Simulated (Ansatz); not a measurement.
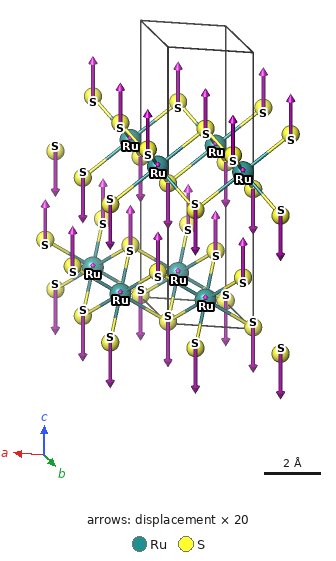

This is a relaxation of a crystal of RuS2 (built on the SnS2-186 type type). The starting structure is drawn; purple arrows show the displacements (the part carried along by the change of the cell is left out), magnified 20 times.

The picture is a ball-and-stick view of the cell of the calculation, repeated 2 × 2 × 1 with one cell outlined, seen from a free direction.

Theory: DFT, PBEsol, plane waves, PAW (Ansatz 0.2.0). Settings: plane-wave cutoff 420 eV; k-point mesh 9 × 9 × 2; occupations fermi dirac; smearing width 0.03 eV; no spin polarisation; cell and atoms relaxed; force threshold 0.01 eV/Å; at most 120 steps.

What happened in the run?

Answer. The largest moves relative to the cell, 0.087 Å, are those of S atoms. Largest moves by element: S 0.087 Å, Ru 0.010 Å. The drawn cell changes as follows: a = b 3.131 → 3.396 Å (+8.4 %), c 10.511 → 10.205 Å (−2.9 %); the volume changes by +14.2 %. Near-neighbour distances that change, for instance: Ru–S 2.195 → 2.356 Å. Among the angles between lasting bonds that change: S–Ru–S 91.0° → 93.1°, Ru–S–Ru 91.0° → 93.1°. The space group stays P6_3mc (No. 186). The energy falls by 398 meV per atom in 8 accepted moves (10 points after the start). The largest force component goes from 4.2 to 0.00069 eV/Å. Pressure: 43.74 GPa at the start and 0.01 GPa at the end. The SCF was repeated twice at an unchanged geometry on a basis and grid sized afresh for the cell, which shifted the energy by 1.2 meV per atom at most.

Limits of the set-up: layers or molecules are held without a dispersion correction, so their spacing is unreliable.
